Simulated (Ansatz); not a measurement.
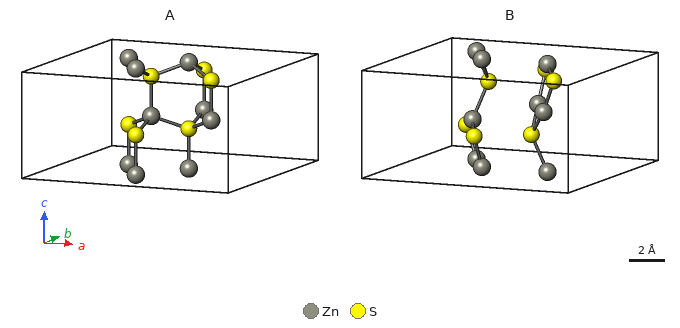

Two geometries of a wire of composition ZnS, drawn at one scale. One is the start of a relaxation, the other its converged end. A ball-and-stick model of the cell of the calculation, with the vacuum cut short, seen slightly off an axis.

All numbers below come from Ansatz 0.2.0, DFT PBE, scalar-relativistic, plane waves, PAW. Set-up: plane-wave cutoff 420 eV; k-point mesh 1 × 1 × 5; occupations gaussian; smearing width 0.05 eV; collinear spin; cell relaxed at fixed a, b, alpha, beta, gamma; force threshold 0.02 eV/Å; at most 45 steps.

Which geometry has the lower energy?

Structure B is the relaxed one. Case: wire along [0 0 1], 12 atoms a period. The largest moves relative to the centre of the atoms, 1.12 Å, are those of Zn atoms. Largest moves by element: Zn 1.12 Å, S 0.42 Å. Along the periodic axis the drawn cell goes c 6.305 → 6.395 Å (+1.4 %). Some distances before and after: S–Zn 2.357 → 3.600 Å, S–Zn 2.362 → 2.129 Å, S–Zn 2.357 → 2.203 Å, S–Zn 2.357 → 2.245 Å. Bonds break, among them: S–Zn (2.36 → 3.60 Å). Among the angles between lasting bonds that change: S–Zn–S 109.6° → 157.8°, S–Zn–S 109.3° → 145.1°, Zn–S–Zn 109.3° → 82.0°. The energy falls by 4.339 eV per cell of the calculation in 12 accepted moves (13 points after the start). Largest force component: 1.8 eV/Å at the start, 0.0087 eV/Å at the end. At 1 point the geometry stayed and the basis and grid were re-selected for the new cell (energy shift of 1.2 meV per cell of the calculation at most each time). The program noted that the starting moments weren't kept. The run took 2.3 min on 4 threads of AMD EPYC 9R45 96-Core Processor (Zen 5), with other jobs on the host, peak memory 2.4 GiB.
